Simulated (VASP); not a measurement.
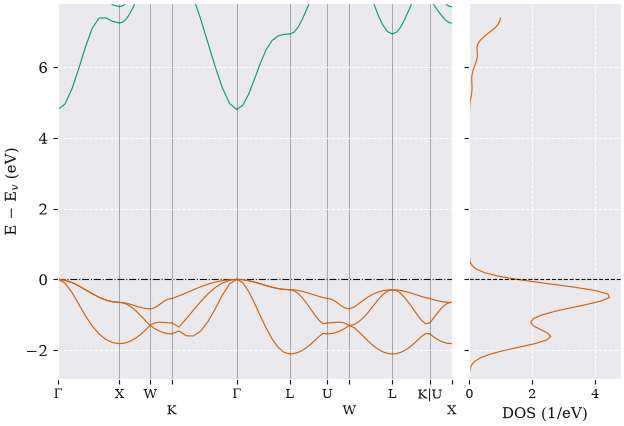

Describe the figure.

Band structure and density of states of rocksalt NaCl, space group Fm-3m, 2 atoms in the primitive cell (cubic a = 5.588 Å). Level of theory: LDA, VASP PAW LDA potentials, release 64 (Cl, Na_pv), no spin polarisation, no spin-orbit coupling, 8×8×8 k mesh, 520 eV cutoff, Gaussian smearing of 0.02 eV; code VASP. Energies are counted from the top of the valence band. The DOS curve is built from the levels of the k mesh with Gaussians 0.55 eV wide, which also blur the band edges; ripples of that width can come from the mesh.

An insulator. The gap along this path is 4.80 eV and direct: both edges lie at Γ. Three bands meet at the valence-band top at Γ: it is triply degenerate (spin aside). The direct gaps are 7.90 eV at X, 7.23 eV at L and 4.80 eV at Γ. Within the window shown, the tallest peak of the filled states lies 0.5 eV under the valence-band top, at about 4.5 states per eV and cell.

LDA, GGA and most meta-GGA functionals understate gaps. The cell is a database's computed one.
